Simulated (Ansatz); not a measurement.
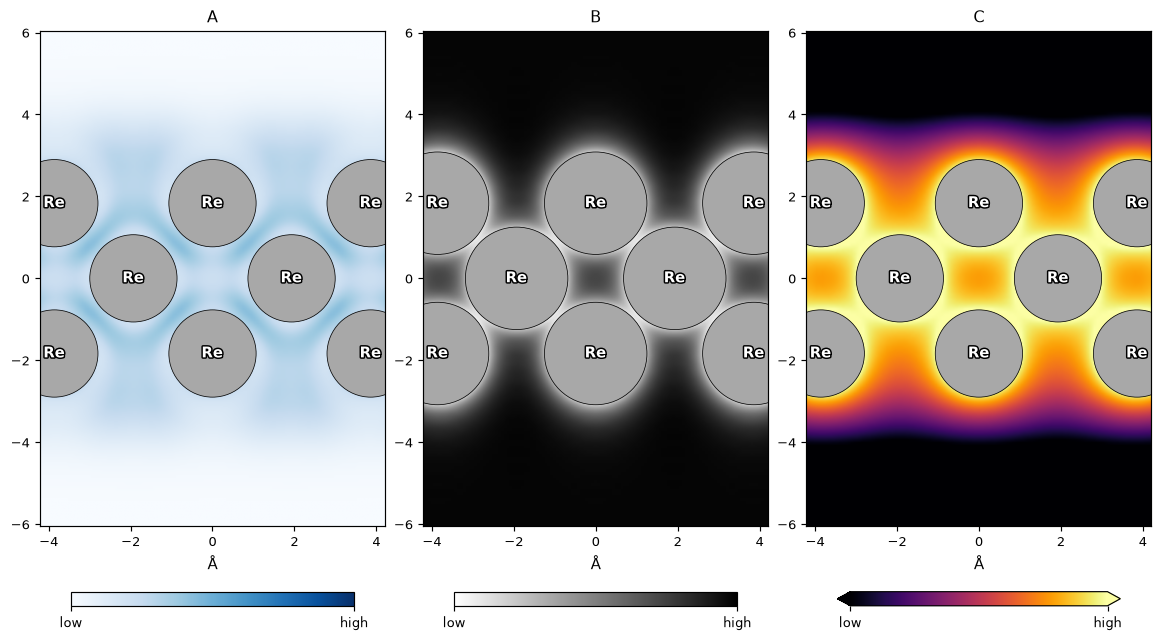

Re (slab): 3 fields on the (110) plane of the calculation cell, a cut from vacuum to vacuum, with unlabelled colour scales. Grey discs cover the atomic cores.

Computed without spin polarisation.

Method: DFT LDA, scalar-relativistic, plane waves, PAW in Ansatz.

Question: Which field does each panel show? The fields are: electron localisation function, electrostatic potential energy of an electron and valence pseudo-density.

Answer: Panel A: electron localisation function. Panel B: electrostatic potential energy of an electron (low next to the atoms, rising into the space between them). Panel C: valence pseudo-density. From the grid: Re–Re (2.66 Å): ρ is about 0.51 e/Å³ halfway; the ELF is about 0.40 at the midpoint.
